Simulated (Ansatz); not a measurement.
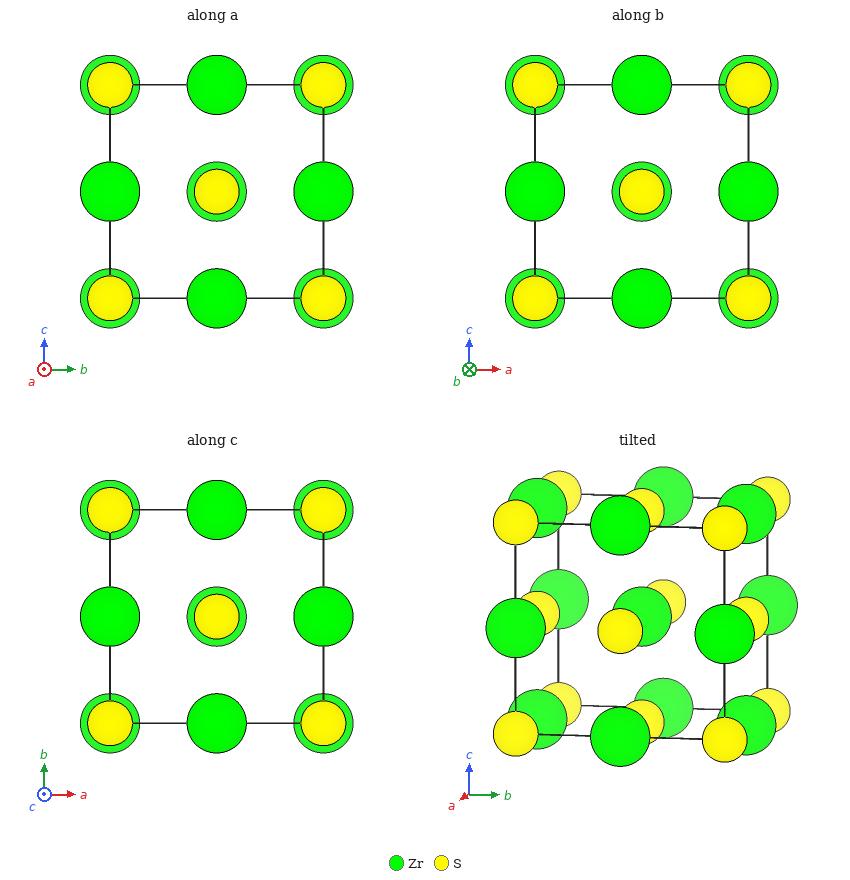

The figure gives a spheres-only picture of the atoms, viewed along the a axis, along the b axis, along the c axis and slightly off an axis. The edges of the conventional unit cell are marked.

Lattice parameters: a = 5.267 Å, b = 5.267 Å, c = 5.267 Å, α = 90.00°, β = 90.00°, γ = 90.00°.

Put the structure into a table of Wyckoff sites.

Space group Fm-3m (No. 225).
| atom | site | x | y | z |
| --- | --- | --- | --- | --- |
| Zr | 4b | 0.5000 | 0.0000 | 0.0000 |
| S | 4a | 0.0000 | 0.0000 | 0.0000 |

Starting structure: a structure type known for this compound. Earlier steps of the study may have refined or changed the cell and positions. It went into a calculation with Ansatz.

At this level of theory the cell isn't at rest (stretched, at -8 GPa), so its distances can differ from those at equilibrium, the more so the softer the solid.
